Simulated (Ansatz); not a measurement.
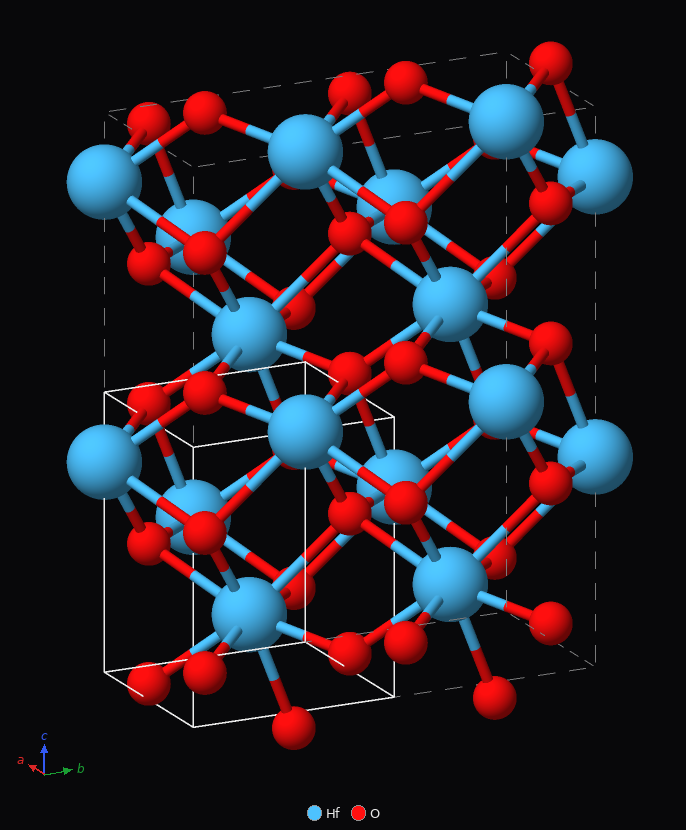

A ball-and-stick picture of a crystal structure, seen from a general direction. One conventional unit cell is drawn solid; the view covers 1×2×2 cells.

In words:

- The stoichiometry is HfO2.
- The atoms follow space group Pmmn (No. 59); the Bravais lattice is primitive orthorhombic.
- Cell content 2 Hf, 4 O; Z = 2.
- About every Hf there are eight O in a distorted cubic arrangement. O is coordinated by four Hf in a distorted tetrahedral arrangement. Not all metal-metal contacts are counted.
- The bonds build a three-dimensional framework.

Origin of the cell: a structure listed in the Materials Project. The cell was then strained or its atoms displaced on purpose. Ansatz was used for an electronic-structure calculation on it.

At this level of theory the cell isn't at rest (stretched, at -19 GPa and forces up to 1.5 eV/Å), so its distances can differ from those at equilibrium, the more so the softer the solid.
